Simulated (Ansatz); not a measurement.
**HW8S16 (cell with a defect): density, localisation and related maps**

```cif
data_structure
_symmetry_space_group_name_H-M 'P 1'
_symmetry_Int_Tables_number 1
_cell_length_a 6.3083
_cell_length_b 6.3083
_cell_length_c 12.1450
_cell_angle_alpha 90.000
_cell_angle_beta 90.000
_cell_angle_gamma 120.000
_cell_volume 418.55
loop_
_atom_site_label
_atom_site_type_symbol
_atom_site_fract_x
_atom_site_fract_y
_atom_site_fract_z
_atom_site_occupancy
W1 W 0.16464 0.33476 0.24724 1
W2 W 0.66532 0.33420 0.24646 1
W3 W 0.16466 0.83494 0.24710 1
W4 W 0.66489 0.83498 0.24724 1
W5 W 0.33003 0.16784 0.74941 1
W6 W 0.83132 0.16893 0.75013 1
W7 W 0.33223 0.66825 0.75242 1
W8 W 0.83243 0.67009 0.74938 1
S1 S 0.16581 0.33485 0.88033 1
S2 S 0.66455 0.33550 0.87947 1
S3 S 0.16472 0.83552 0.87954 1
S4 S 0.66563 0.83442 0.88032 1
S5 S 0.33232 0.16916 0.37633 1
S6 S 0.83176 0.16787 0.37716 1
S7 S 0.33128 0.66843 0.37702 1
S8 S 0.83045 0.66716 0.37634 1
S9 S 0.16425 0.33716 0.62067 1
S10 S 0.66470 0.33519 0.61997 1
S11 S 0.15492 0.84505 0.61494 1
S12 S 0.66343 0.83616 0.62059 1
S13 S 0.33138 0.16811 0.11734 1
S14 S 0.83193 0.16768 0.11721 1
S15 S 0.33137 0.66826 0.11752 1
S16 S 0.83148 0.66813 0.11734 1
H1 H 0.06388 0.93773 0.52835 1
```

Spin-polarised.

The calculation used Ansatz 0.2.0, DFT PBE+D3(BJ), scalar-relativistic, plane waves, PAW.

Core electrons are frozen (PAW), and the valence fields are smoothed inside the atomic spheres.

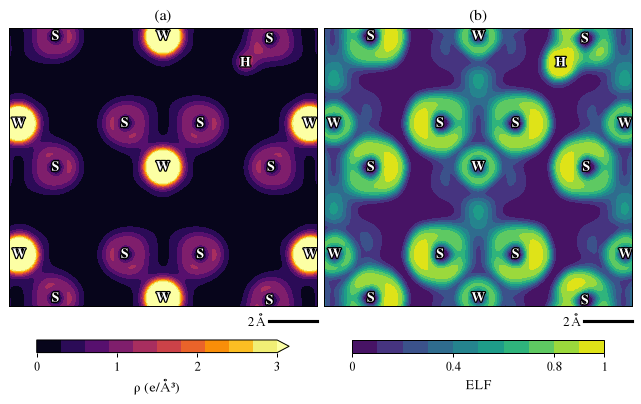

Figure 1. (a) valence pseudo-density; (b) electron localisation function on the (110) plane of the calculation cell.

### Describe what can be read from this map.

The section cuts through W, S and H sites.
S–H (1.45 Å): ρ is about 1.3 e/Å³ halfway; the ELF climbs to about 1 towards the hydrogen, as it does in any bond to H: a covalent bond by its length.
W–S (2.39 Å): ρ at the midpoint is about 0.64 e/Å³; the ELF peaks at about 0.85 in the valence shell of S, 0.8 Å from its nucleus, and is about 0.50 at the midpoint.
W–S (2.56 Å): ρ is about 0.44 e/Å³ halfway; the ELF peaks at about 0.75 in the valence shell of S, 0.8 Å from its nucleus, and is about 0.35 at the midpoint.
Between the atoms the lowest density in this plane is 0.02 e/Å³.
The features right at W lie inside the PAW spheres, where the map follows smoothed inner orbitals and isn't to be read closely.

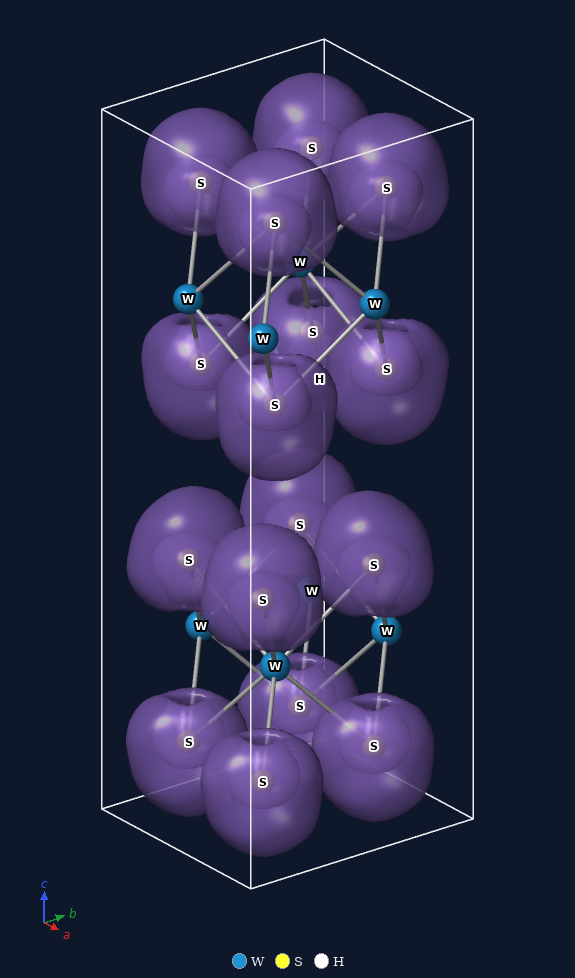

Figure 2. Isosurface of the electron localisation function at 0.75 (purple), seen slightly off an axis. Only the valence region is drawn (cores and ρ < 0.01 e/Å³ removed). Sticks mark near contacts.

### What do the ELF domains correspond to?

The ELF exceeds this value in 15 regions wrapped around S (the valence shell of each) and one joined region spread over several atoms (H, S), in which their bonds and any lone pairs are merged, counted in one cell of 25 atoms. Regions shared between cells count once.

### Does the calculation make it a metal, or give it a gap?

It is metallic or semimetallic at this level of theory: no gap opens.
